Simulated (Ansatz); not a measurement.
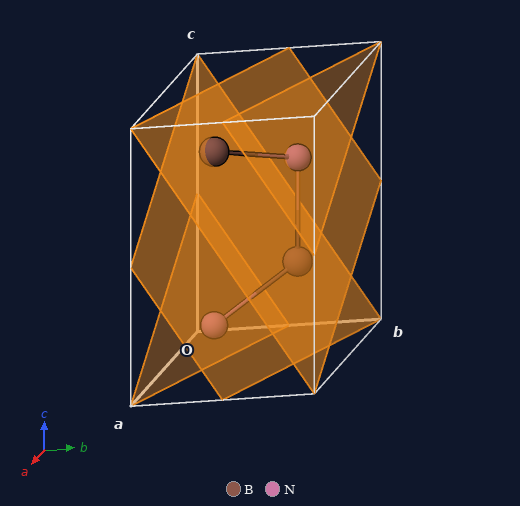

Every member of one family of equally spaced planes, hx + ky + lz = a whole number, that cuts the unit cell is shaded (one member passes through the origin O, touching the cell only at an edge or corner). Crystal: BN, coordinates from a relaxation with DFT PBE, scalar-relativistic, plane waves, PAW in Ansatz 0.2.0; the starting structure was generated, so it need not be a known form of this composition. All values are computed from the atomic coordinates in the standard setting (tolerance 0.002 Å).

a = 2.555 Å, b = 2.555 Å, c = 4.225 Å, α = 90.00°, β = 90.00°, γ = 120.00°.

What are the Miller indices?

Answer. (1 2 2), in four indices (1 2 −3 2); the opposite sign names the same planes. The member next to the origin meets the axes a at 1, b at 1/2, c at 1/2.

What is the spacing?

Answer. d = 0.777 Å.

Which atoms of the cell lie in these planes (within 0.03 Å)?

Answer. No atom.

The space group is P6₃mc (No. 186). How many reflections hkl are equivalent to this one (itself included), and does it occur?

Answer. 24 reflections are equivalent in the Laue class 6/mmm. The space group allows the reflection.
